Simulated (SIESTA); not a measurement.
System: Ge (space group Fd-3m).

Calculation (SIESTA 5.4.2): DFT in numerical atomic orbitals with pseudopotentials, no spin polarisation; energies at scaled volumes of the given cell, shape and fractions fixed, counted from the fit's minimum, third-order Birch-Murnaghan fit. All runs: no spin polarisation.

```csv
setting,value
k mesh,8×8×8
occupations,Fermi–Dirac
smearing width,0.05 eV
potentials,"PseudoDojo 0.4 standard, converted to PSML, two zetas on semicore shells"
```

Predict the pressure against volume, with one curve for each functional. The cases: PBEsol; LDA.

The fitted equilibrium volumes, smallest first, are LDA 22.515, PBEsol 23.192 Å³/atom. The fitted bulk moduli, smallest first, are PBEsol 67.2, LDA 71.3 GPa. For PBEsol, the pressure falls from 7.20 GPa at volume 21.28 Å³/atom to −2.20 GPa at 24.00 Å³/atom, and changes sign near 23.23 Å³/atom. For LDA, the pressure falls from 4.57 GPa at volume 21.28 Å³/atom to −3.98 GPa at 24.00 Å³/atom, and changes sign near 22.53 Å³/atom.

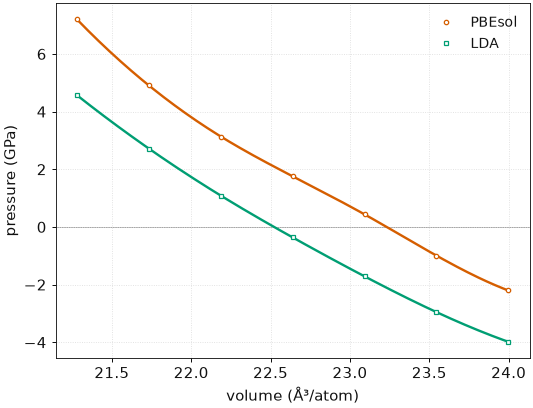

Limits of the calculation: mulliken charges of long orbitals.
